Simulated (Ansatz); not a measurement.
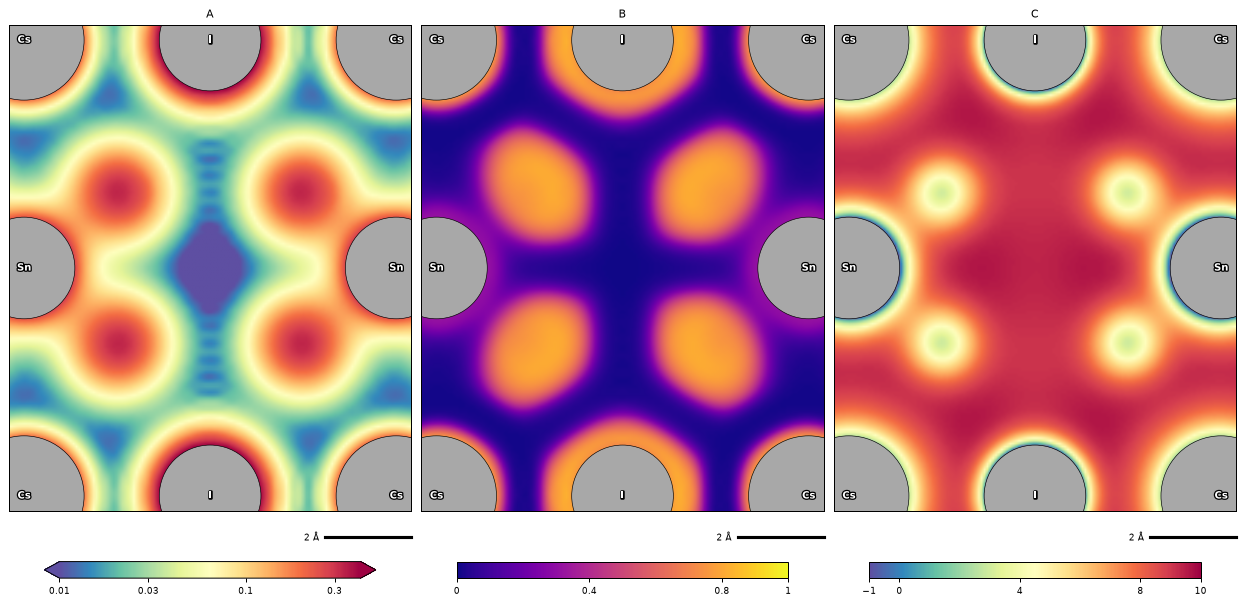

CsSnI₃: 3 fields on the (100) plane of the calculation cell, with unlabelled colour scales. Grey discs cover the atomic cores.

Space group Pm-3m.

The calculation used Ansatz, DFT PBEsol, scalar-relativistic, plane waves, PAW.

The panels show electron localisation function, electrostatic potential energy of an electron and valence pseudo-density in some order. Assign them.

Answer. Panel A: valence pseudo-density. Panel B: electron localisation function. Panel C: electrostatic potential energy of an electron (low next to the atoms, rising into the space between them). From the grid: Cs–I (4.34 Å): the density is about 0.03 e/Å³ at the midpoint; the ELF peaks at about 0.80 in the valence shell of I, 1.4 Å from its nucleus, and drops to about 0 between the two atoms: a largely ionic contact.
